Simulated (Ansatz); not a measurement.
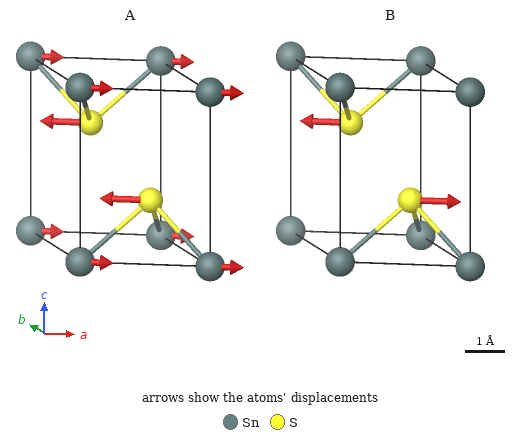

Modes of solid SnS₂ relaxed at 40 GPa, space group P-3m1 (No. 164), at the zone centre (one member of each degenerate set). The red arrows are the displacements of the atoms (eigenvector over the root of the mass), of arbitrary overall length and sign. A ball-and-stick model of the cell of the calculation, seen slightly off an axis.

All numbers below come from DFT PBE+D3(BJ), scalar-relativistic, plane waves, PAW (Ansatz 0.2.0).

The frequencies depend somewhat on the k-mesh and the smearing.

Question: Give the symmetry species and the selection rules of each.

Answer: A is E_u, infrared-active by symmetry (282 cm⁻¹). B is E_g, Raman-active by symmetry (346 cm⁻¹). The crystal has a centre of inversion, so no mode is both. In a metal the free carriers screen the infrared response.
